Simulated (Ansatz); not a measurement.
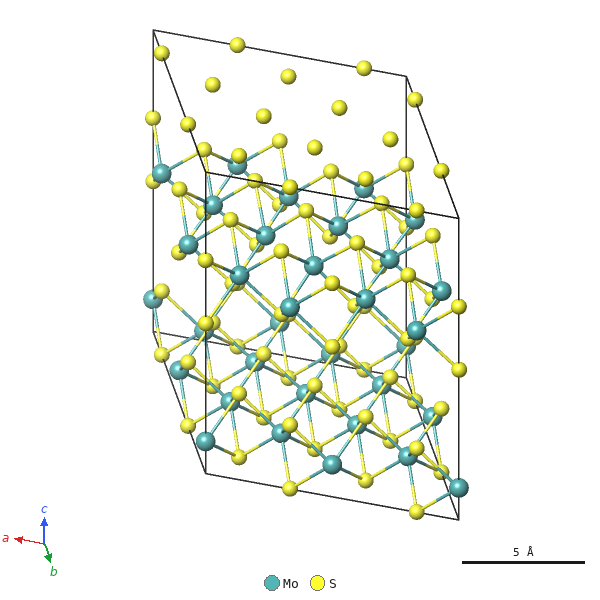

The image is a ball-and-stick drawing of a crystal, viewed from a general direction. Atoms at the boundary of the supercell (the box) are drawn once for each face, edge or corner they touch. The host is MoS₂, in a cell of 72 sites, and the cell carries a charge of -1.

> What kind of defect was put in?

A sulfur vacancy. Around the empty site lie three Mo at about 2.4 Å.

Method used: DFT PBE, scalar-relativistic, plane waves, PAW in Ansatz 0.2.0. It ran with a plane-wave cutoff of 420 eV, Brillouin-zone sampling on a 2×2×2 mesh, Gaussian smearing of 0.01 eV, collinear spins.

> Does the calculation give a net moment?

Yes, 0.6 μB in the cell.

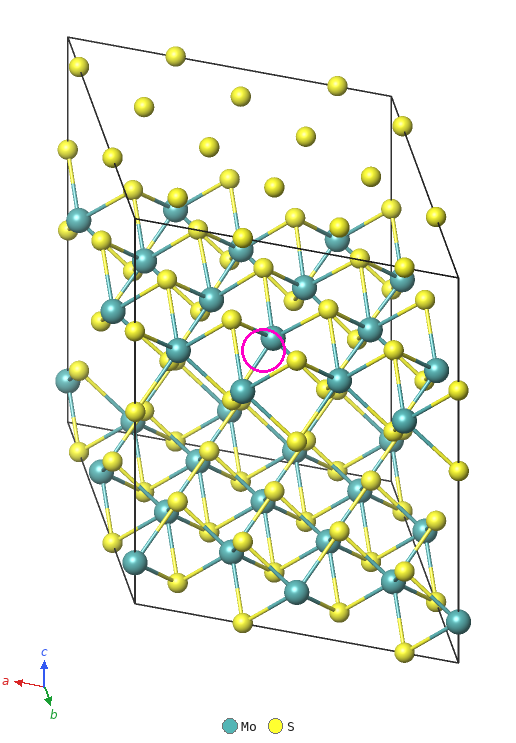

The same cell with a ring at the defect's site.

The atoms were relaxed in the host's cell with DFT PBE, scalar-relativistic, plane waves, PAW (Ansatz 0.2.0).
